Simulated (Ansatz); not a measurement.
Al

Input file:

```
crystal:
  lattice:
    - [2.2294185658, 1.2871554091, 1.8571999622]
    - [-2.2294185658, 1.2871554091, 1.8571999622]
    - [0.0, -2.5743108182, 1.8571999622]
  atoms:
    - { symbol: Al, position: [0.2499967672, 0.2499967672, 0.2499967672] }
    - { symbol: Al, position: [0.7500032328, 0.7500032328, 0.7500032328] }
basis:
  ecutwfc: 500
kpoints:
  mp_grid: { grid: [12, 12, 12] }
hamiltonian:
  xc: r2scan
scf:
  occupations: { method: gaussian, width: 0.1 }
output:
  forces: true
  stress: true
  eigenvalues: true
  write_density: true
  write_potential: true
  elf: true
  volumetric_format: npy
relax:
  adjacent_minimum: "off"
  f_tol: 0.025
  max_steps: 70
  cell: { stress_tol: 0.12 }
```

Launched as:

```sh
ansatz run input.yaml --threads 2 --pin off --max-ram 5120MiB --backend cpu --events-out ev --progress --plain --runs-dir out
```

Below, planes, directions and counts refer to the conventional cell (a = 3.19 Å, b = 3.19 Å, c = 3.19 Å, α = 90.09°, β = 90.09°, γ = 89.91°).

The fields are those of the relaxed geometry.

Space group Im-3m; a structure from a database of computed crystals, not necessarily the ambient phase.

Level of theory: DFT r2SCAN, scalar-relativistic, plane waves, PAW (Ansatz).

The density is the valence pseudo-density of a PAW calculation; it isn't the true density close to the nuclei.

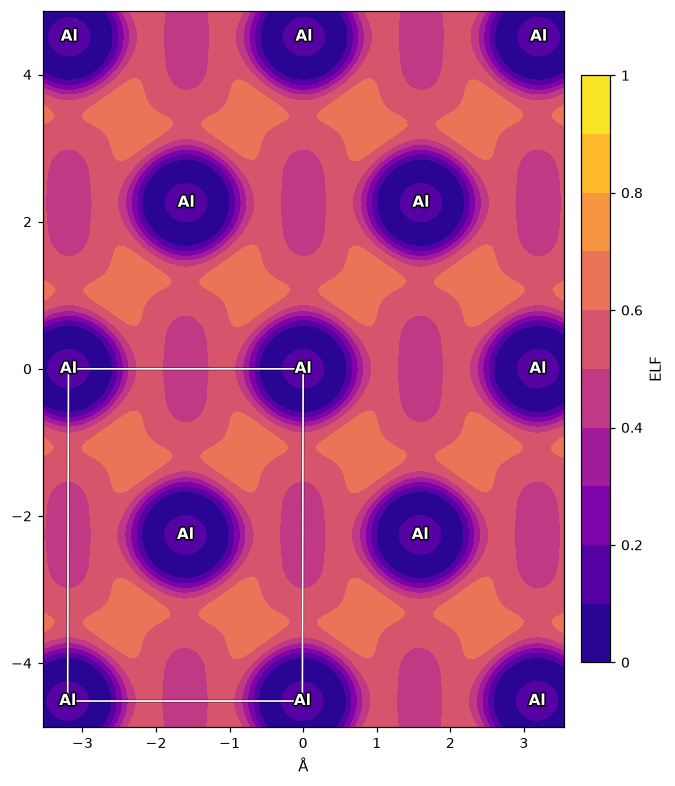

Figure 1. ELF on the (101) plane of the conventional cell.

Q: Describe what can be read from this map.

A:
- Atoms in the plane: Al.
- Al–Al (2.77 Å): the ELF peaks at about 0.65 between the atoms.

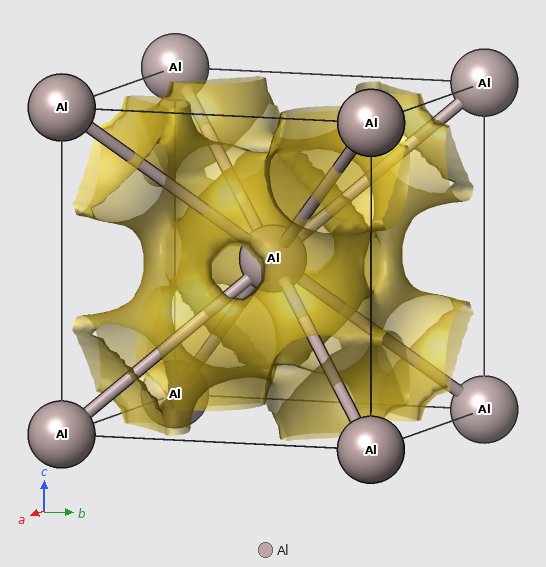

Figure 2. Isosurface of the ELF at 0.55 (yellow), seen slightly off an axis. Core shells and regions of very low density are left out. Sticks mark near contacts.

Q: Where are the electrons localised?

A: At this value the surface marks out one network that runs through the whole crystal, counted in one cell of 2 atoms. Regions shared between cells count once. There are no localised bonds or lone pairs at this value.


Al–Al (2.76 Å): the ELF peaks at about 0.65 between the atoms.

Q: Does the calculation make it a metal, or give it a gap?

A: It is metallic or semimetallic at this level of theory: no gap opens.
